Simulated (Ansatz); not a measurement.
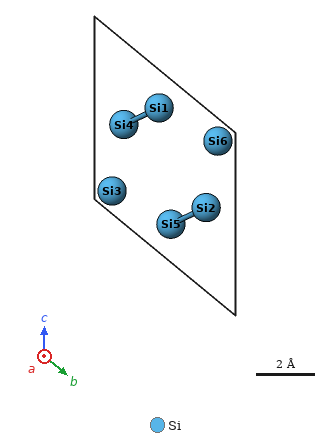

Fig. 1: The input geometry (ball-and-stick view of the cell of the calculation, along the a axis; atoms are numbered from 1 in the order of the input). Near neighbours in the crystal (not all of them lie inside the picture): Si has 4 Si at 2.35 Å.

## Geometry relaxation of Si

Si (6 atoms in the cell), computed with DFT PBE+D3(BJ), scalar-relativistic, plane waves, PAW, no spin polarisation (Ansatz 0.2.0).

The structure derives from a Materials Project entry. It belongs to a series of runs on one base structure; here: 6 of 6 C sites taken by Si, cell and atoms relaxed. Figures and captions count atoms from 1; the log counts them from 0 in places.

### The program's output
```
Engine: ansatz 0.2.0, x86_64-unknown-linux-gnu
Pseudopotentials: kind: paw
Pseudopotential: Si, paw, valence charge 4, recommended cutoff 420 eV (normal), Si.paw.azcp
Functional definition: PBE
  parameter kappa = 0.804
  parameter beta = 0.06672455060314922
  exchange = pbe_x(kappa = kappa, mu = beta*pi^2/3)
  correlation = pbe_c(beta = beta)
Crystal: 6 atoms, lattice volume = 119.513 Å³
Basis set: ecut = 420 eV, 2301 PW (Γ), exchange–correlation on 54×90×90 points (8 copies of the dense FFT grid, shifted against one another)
Bands: 18, of which v1, the nominal top of the filled ones, is band 12 counted from 1 (11 counted from 0)
Symmetry: 12 space group operations
Space group: C2/m (ITA 12), of the structure as read, at distance tolerance 4.9e-5 Å
k-points: 222 of 768
Non-local potential: Si, projectors of the file, l = 0: 2, l = 1: 2, l = 2: 2
PAW form: soft (Blöchl's): semilocal exchange-correlation on the pseudo side does not see the compensation charge
PAW one-centre angular grid: Si, 110 points (default); XC on 64 Gauss nodes
Initial density: superposition of atomic densities (neutral atoms: chi_scale 0, normalization atom), corrected by the library's trained network
Initial wavefunctions: pseudopotential atomic-orbital guess
Functional: x = pbe(κ = 0.804, μ = 0.2195149727645171), c = pbe(β = 0.06672455060314922)
SCF iter   1: F=—  HF=-3816.729730 eV  |F-HF|=—  |Δ(HF+E_count)|=         —  Δρ=1.09e-3  dr2=7.39e-4  ethr=1.77e-3  ⟨swp⟩=7.6  Hψ=26166  notcnv=0
preconditioner: auto → Resta (q_TF=auto, 2.088 Å⁻¹)  ε∞=5.4  [insulator: Δε(μ)=0.604 eV  Ē_g=7.915 eV  σ=0.010 eV  W_gap=1.00  n_scr=18 (ndim 8)  ℏωp=16.6 eV  f_vac=0.000  D(μ)=0.00/eV (n_scr^D=0)  ε∞_Penn≈5.4]
SCF iter   2: F=—  HF=-3816.730718 eV  |F-HF|=—  |Δ(HF+E_count)|=   9.88e-4  Δρ=5.84e-4  dr2=2.18e-4  ethr=3.08e-6  ⟨swp⟩=2.3  Hψ=9313  notcnv=0  defer=294
SCF iter   3: F=—  HF=-3816.730885 eV  |F-HF|=—  |Δ(HF+E_count)|=   1.67e-4  Δρ=8.06e-5  dr2=5.89e-6  ethr=9.09e-7  ⟨swp⟩=2.7  Hψ=6844  notcnv=0  defer=294
SCF iter   4: F=—  HF=-3816.730882 eV  |F-HF|=—  |Δ(HF+E_count)|=   2.98e-6  Δρ=2.58e-5  dr2=8.90e-7  ethr=2.45e-8  ⟨swp⟩=1.1  Hψ=3900  notcnv=0  defer=294
iter 5 did not close the SCF: its close was put off for the readings that it lacked (scf_convergence_deferred on its scf_iter line)
SCF iter   5: F=-3816.730882 eV  HF=-3816.730882 eV  |F-HF|=1.41e-8  |Δ(HF+E_count)|=   9.48e-8  Δρ=3.18e-6  dr2=8.51e-9  ethr=3.71e-9  ⟨swp⟩=3.0  Hψ=6981  notcnv=0  defer=294
SCF iter   6: F=-3816.730882 eV  HF=-3816.730882 eV  |F-HF|=4.19e-10  |Δ(HF+E_count)|=   1.61e-8  Δρ=1.13e-6  dr2=8.58e-10  ethr=3.55e-11  ⟨swp⟩=9.2  Hψ=26418  notcnv=0
SCF 1 converged in 6 iterations: F = -3816.730882 eV  dr2 = 8.58e-10
  greatest PAW one-centre occupation: 0.635 electrons in one spin orbital (limit 2), on the Si atom at site 5 (counted from 0), in its partial waves of l = 0
relax step   1: F+E_penalty+E_count = -3816.73088245 eV  Δ(F+E_penalty+E_count) = +0.000e0 eV  max|allowed force component| = 4.903e-3 eV/Å  Δτ_max = 0.0000 Å  P = +0.001 GPa  Ω = 119.513 Å³  (6 SCF iters, dr2 threshold 1.00e-7 eV, accepted)
Initial density: handed on by an earlier stage of this run
Initial wavefunctions: pseudopotential atomic-orbital guess (no wavefunctions were taken with the density)
iter 1 solved again at ethr=6.37e-8 eV; its pass at ethr=3.10e-3 eV (dr2=1.53e-5 eV) is discarded
SCF iter   1: F=—  HF=-3816.730890 eV  |F-HF|=—  |Δ(HF+E_count)|=         —  Δρ=1.38e-6  dr2=1.16e-9  ethr=6.37e-8  ⟨swp⟩=3.0  Hψ=38052  notcnv=0
eigensolver tolerance schedule: the retry pair's looser diagonalisation over-reported the residual by 13145.84 of it (diagonalisation noise at 0.37 of the residual, at the tolerance the schedule requests for it); recorded, not acted on — ethr = c·dr2/N_el stays at c = 1.0e-1
preconditioner: auto → Resta (q_TF=auto, 2.088 Å⁻¹)  ε∞=5.4  [insulator: Δε(μ)=0.604 eV  Ē_g=7.914 eV  σ=0.010 eV  W_gap=1.00  n_scr=18 (ndim 8)  ℏωp=16.6 eV  f_vac=0.000  D(μ)=0.00/eV (n_scr^D=0)  ε∞_Penn≈5.4]
SCF iter   2: F=—  HF=-3816.730882 eV  |F-HF|=—  |Δ(HF+E_count)|=   7.68e-6  Δρ=6.87e-7  dr2=3.12e-10  ethr=2.25e-12  ⟨swp⟩=5.7  Hψ=26035  notcnv=0
SCF iter   3: F=-3816.730882 eV  HF=-3816.730882 eV  |F-HF|=6.09e-11  |Δ(HF+E_count)|=  2.07e-10  Δρ=2.57e-7  dr2=4.49e-11  ethr=1.30e-12  ⟨swp⟩=4.4  Hψ=18869  notcnv=0
SCF 2 converged in 3 iterations: F = -3816.730882 eV  dr2 = 4.49e-11
relax step   2: F+E_penalty+E_count = -3816.73088245 eV  Δ(F+E_penalty+E_count) = -1.387e-10 eV  max|allowed force component| = 4.903e-3 eV/Å  Δτ_max = 0.0000 Å  P = +0.001 GPa  Ω = 119.513 Å³  stress off target by 1.98e-2 GPa  SCF on the basis re-selected at this cell (its energy is not comparable with the rows above)  (3 SCF iters)
```

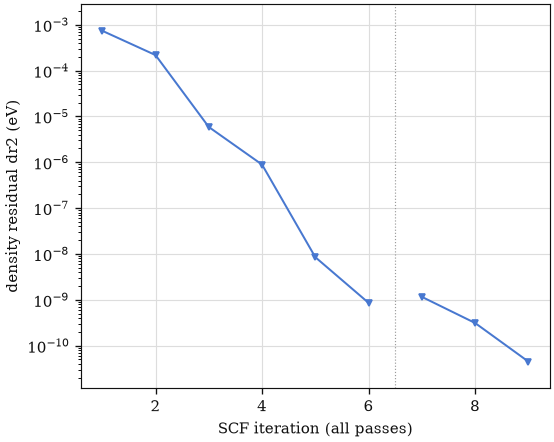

Fig. 2: Convergence of the self-consistent field: density residual dr2 against the SCF iteration. The dotted lines part the SCF passes of the relaxation: geometry steps, rejected trials and re-solves on a re-selected basis. The passes take 6 and 3 iterations.

```
basis re-selected at this cell: Δ(F+E_penalty+E_count) = -1.387e-10 eV, ΔP = +0.000 GPa vs the last step (what re-selecting the basis moved, of the pressure what is left beyond the Pulay correction that the steps carried, after the strain that the cell walked since its last selection, with what the two solves' SCF thresholds leave and, on support functions, any second-order correction that the steps lacked; it is no measure of the basis error at this ecutwfc). This SCF's stress stands 1.98e-2 GPa from its target on what of the cell is left free (relax.cell.stress_tol is 1.50e-1 GPa) and its largest allowed force component is 4.90e-3 eV/Å (relax.f_tol is 1.50e-2 eV/Å): within both
SCF converged after 3 iterations
Free energy (F): -3816.730882 eV
Harris-Foulkes:  -3816.730882 eV  (|F-HF|=6.09e-11)
Internal energy: -3816.730882 eV  (E = F + TS)
E sigma→0 (E₀):  -3816.730882 eV
Fermi energy:    6.588674 eV
--- Per-component energies (eV) ---
  E_band       = 28.901830
  E_kinetic    = 243.045669
  E_local      = -163.531266  (includes V_loc(G=0)·N_el)
  E_nonlocal   = 156.290990
  E_hartree    = 44.554538
  E_xc         = -331.539086
  E_vxc        = -280.995499  (∫ρ·V_xc dr)
  E_paw        = -3076.894992  (= ΣΔE_a)
  E_vpaw       = -15.017156  (= ΣTr[D̂ρ^β])
  E_aug_tail   = 0.000035  (compensation charges beyond the density's cutoff)
  E_ewald      = -686.761836
  E_disp       = -1.894934  (pairwise vdW)
  E_smearing   = -0.000000  (= −TS)
  E_closure    = 0.000000  (closes the sum)
  Σ components = -3816.730882   (vs F -3816.730882, Δ=0.00e0)
--- Forces (eV/Å), atoms counted from 1 ---
  atom   1  Si     0.00490299     0.00000000     0.00311054
  atom   2  Si     0.00490299     0.00000000     0.00311054
  atom   3  Si     0.00490299     0.00000000     0.00311054
  atom   4  Si    -0.00490299    -0.00000000    -0.00311054
  atom   5  Si    -0.00490299    -0.00000000    -0.00311054
  atom   6  Si    -0.00490299    -0.00000000    -0.00311054
  max |Σ_I F_I| component: 4.34e-19 eV/Å
--- Stress (GPa, compression-positive) ---
       -0.005638       0.000000      -0.016502
        0.000000       0.009672      -0.000000
       -0.016502      -0.000000      -0.000536
  P = ⅓ Tr σ = 0.0012 GPa (0.012 kbar)
--- Band table (eV; the first three rows and the last of 222) ---
  k-point 0: bands = ["-5.7137", "-2.4331", "-2.4331", "-0.5028", "-0.5028", "1.8467", "1.8467", "4.1659", "4.1659", "6.2806", "6.2816", "6.2870", "7.8484", "7.8484", "8.8455", "8.8457", "8.8468", "9.7058"]
  k-point 1: bands = ["-5.6298", "-2.7766", "-2.4141", "-0.6145", "-0.3755", "2.1137", "2.2707", "4.0525", "4.3922", "5.6060", "6.0198", "6.1203", "7.7350", "8.1277", "8.7653", "9.1142", "9.2035", "10.2479"]
  k-point 2: bands = ["-5.3798", "-3.0950", "-2.9830", "-0.5035", "-0.1145", "2.7318", "3.2794", "4.0721", "4.3532", "4.6878", "5.4882", "5.6769", "7.8006", "8.4752", "8.5953", "9.5215", "9.9693", "10.3608"]
  k-point 221: bands = ["-3.3695", "-2.4229", "-2.4229", "-0.7080", "-0.5741", "-0.5741", "2.2545", "2.2545", "3.5076", "3.5076", "5.0787", "5.0789", "7.8348", "9.6158", "9.6198", "9.6338", "9.6338", "9.8457"]
--- Relaxed structure (1 steps of the walk, 1 accepted, 1 SCFs on fresh bases) ---
  F+E_penalty+E_count = -3816.73088245 eV   max|allowed force component| = 4.903e-3 eV/Å   (the final SCF, on the basis selected at the relaxed cell)
  cell:  # Å, volume = 119.5127 Å³
    - [2.1950119205, 0.0, -3.1419082324]
    - [-3.3200379563, -5.7504456475, 0.0180644489]
    - [-3.3200379563, 5.7504456475, 0.0180644489]
  atoms:
    - { symbol: Si, position: [0.8750473840000004, 0.4583883921333334, 0.7917217254666666] }
    - { symbol: Si, position: [0.8750473840000004, 0.7917217254666666, 0.4583883921333334] }
    - { symbol: Si, position: [0.8750473840000003, 0.12505505880000015, 0.12505505880000015] }
    - { symbol: Si, position: [0.12495261600000003, 0.20827827453333336, 0.5416116078666665] }
    - { symbol: Si, position: [0.12495261600000003, 0.5416116078666665, 0.20827827453333336] }
    - { symbol: Si, position: [0.12495261600000004, 0.8749449412, 0.8749449412] }
```

### Trajectory as extended XYZ (Å, eV, eV/Å), 2 frames, from step=1 to step=2
```
6
Lattice="2.1950 0.0000 -3.1419 -3.3200 -5.7504 0.0181 -3.3200 5.7504 0.0181" Properties=species:S:1:pos:R:3:forces:R:3 step=1 energy=-3816.73088 pressure_GPa=0.00
Si   -2.2297    1.9168   -2.7267    0.0049   0.0000   0.0031
Si   -2.2297   -1.9168   -2.7267    0.0049   0.0000   0.0031
Si    1.0904    0.0000   -2.7448    0.0049   0.0000   0.0031
Si   -2.2154    1.9168   -0.3790   -0.0049   0.0000  -0.0031
Si   -2.2154   -1.9168   -0.3790   -0.0049   0.0000  -0.0031
Si   -5.5354    0.0000   -0.3610   -0.0049   0.0000  -0.0031
6
Lattice="2.1950 0.0000 -3.1419 -3.3200 -5.7504 0.0181 -3.3200 5.7504 0.0181" Properties=species:S:1:pos:R:3:forces:R:3 step=2 energy=-3816.73088 pressure_GPa=0.00
Si   -2.2297    1.9168   -2.7267    0.0049   0.0000   0.0031
Si   -2.2297   -1.9168   -2.7267    0.0049   0.0000   0.0031
Si    1.0904    0.0000   -2.7448    0.0049   0.0000   0.0031
Si   -2.2154    1.9168   -0.3790   -0.0049   0.0000  -0.0031
Si   -2.2154   -1.9168   -0.3790   -0.0049   0.0000  -0.0031
Si   -5.5354    0.0000   -0.3610   -0.0049   0.0000  -0.0031
```

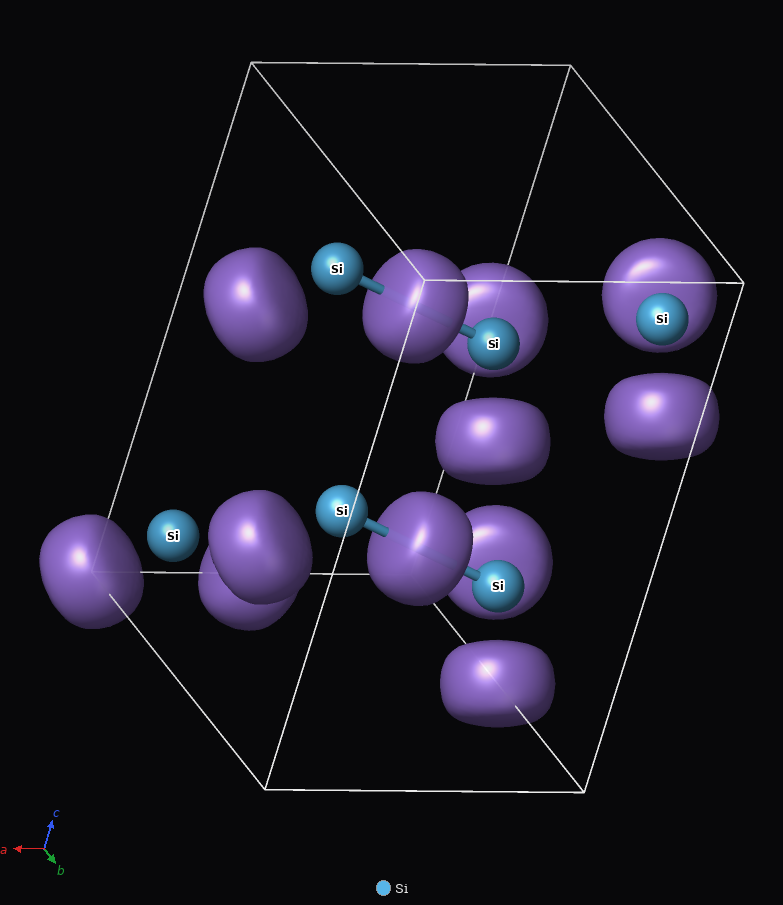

Fig. 3: Isosurface of the ELF at 0.8 (purple), seen at an oblique angle. Only the valence region is drawn (cores and ρ < 0.01 e/Å³ removed). Sticks mark near contacts. The outline is the calculation cell. The ELF exceeds this value in twelve regions between bonded Si–Si atoms (shared pairs), counted in one cell of 6 atoms. The fields are those of the smooth PAW valence density.

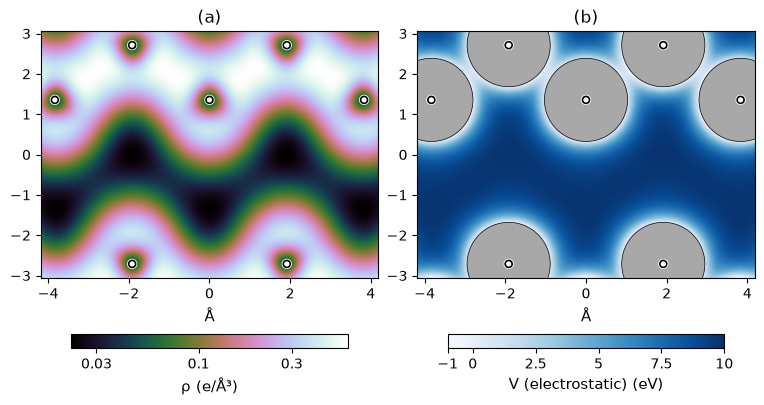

Fig. 4: (a) valence pseudo-density; (b) electrostatic potential (local pseudopotential plus Hartree) felt by an electron on the (011̄) plane of the calculation cell. Circles mark the nuclei in the plane (Si). Grey discs, where drawn, cover atomic cores. Atoms in the plane: Si. Si–Si (2.35 Å): ρ at the midpoint is about 0.57 e/Å³, a local maximum along the line. Away from the nuclei the density in this plane falls to 0.02 e/Å³ at its lowest. Outside the cores the potential energy rises away from the atoms and is highest about 2.3 Å from the nearest atoms; outside the discs it spans about 10 eV, and its zero is arbitrary.

This output came from the following input.

### Input
```yaml
crystal:
  lattice:
    - [2.1950119205, 0.0, -3.1419082324]
    - [-3.3200379563, -5.7504456475, 0.0180644489]
    - [-3.3200379563, 5.7504456475, 0.0180644489]
  atoms:
    - { symbol: Si, position: [0.875047384, 0.4583883921, 0.7917217255] }
    - { symbol: Si, position: [0.875047384, 0.7917217255, 0.4583883921] }
    - { symbol: Si, position: [0.875047384, 0.1250550588, 0.1250550588] }
    - { symbol: Si, position: [0.124952616, 0.2082782745, 0.5416116079] }
    - { symbol: Si, position: [0.124952616, 0.5416116079, 0.2082782745] }
    - { symbol: Si, position: [0.124952616, 0.8749449412, 0.8749449412] }
basis:
  ecutwfc: 420
kpoints:
  mp_grid: { grid: [12, 8, 8] }
hamiltonian:
  xc: pbe
  dispersion: d3bj
scf:
  occupations: { method: gaussian, width: 0.01 }
output:
  forces: true
  stress: true
  eigenvalues: true
  write_density: true
  write_potential: true
  elf: true
  volumetric_format: npy
relax:
  adjacent_minimum: "off"
  f_tol: 0.015
  max_steps: 60
  cell: { stress_tol: 0.15 }
```

Command:
```bash
ansatz run input.yaml --threads 1 --pin off --max-ram 2560MiB --backend cpu --events-out ev --progress --plain --runs-dir out
```

### Results in brief

```json
{"quantity": "outcome", "value": "converged"}
{"quantity": "space group (tolerance 0.01 Å)", "value": "Fd-3m (227)"}
{"quantity": "electrons treated", "value": "24"}
{"quantity": "free energy", "value": "−3816.7309 eV"}
{"quantity": "Fermi energy", "value": "6.589 eV"}
{"quantity": "gap on the k-point mesh", "value": "0.60 eV"}
{"quantity": "pressure", "value": "0.00 GPa"}
{"quantity": "final volume", "value": "119.51 Å³"}
{"quantity": "largest force (length of the vector) at the end", "value": "0.006 eV/Å"}
{"quantity": "final cell", "value": "a = 3.833 Å, b = 6.640 Å, c = 6.640 Å, α = 120.00°, β = 106.77°, γ = 106.77°"}
{"quantity": "hardware", "value": "1 thread of Intel Xeon (Granite Rapids), 128 GiB of memory available, shared host"}
{"quantity": "wall time", "value": "32 s"}
{"quantity": "peak memory", "value": "0.7 GiB"}
```
